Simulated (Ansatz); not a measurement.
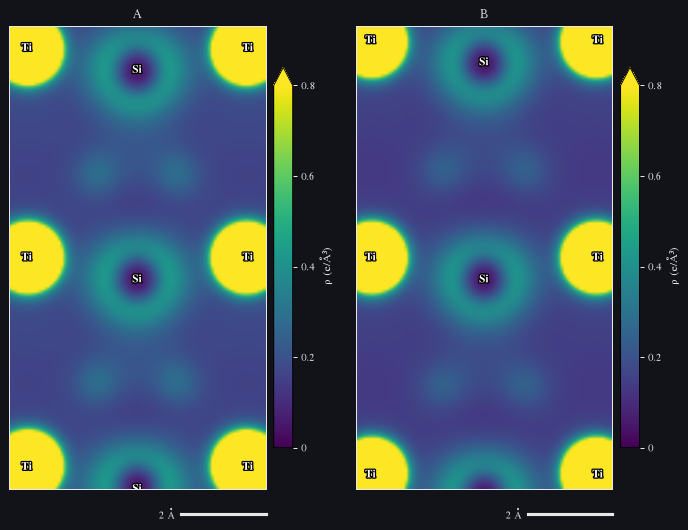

Ti5Si. The valence electron density of two cells that differ in size and shape, on the (110) plane of each (indices in the axes of the calculation cell), at one length scale and on one colour scale: B has 17.3 Å³ an atom and A 15.7.

Level of theory: Ansatz 0.2.0, DFT PBEsol, scalar-relativistic, plane waves, PAW.

Question: What changes from the larger cell to the smaller?

Answer: From the larger cell to the smaller, Ti–Si goes from 2.75 to 2.68 Å, and the density at its midpoint from 0.25 to 0.28 e/Å³; the pressure goes from −10 to 0.0 GPa.
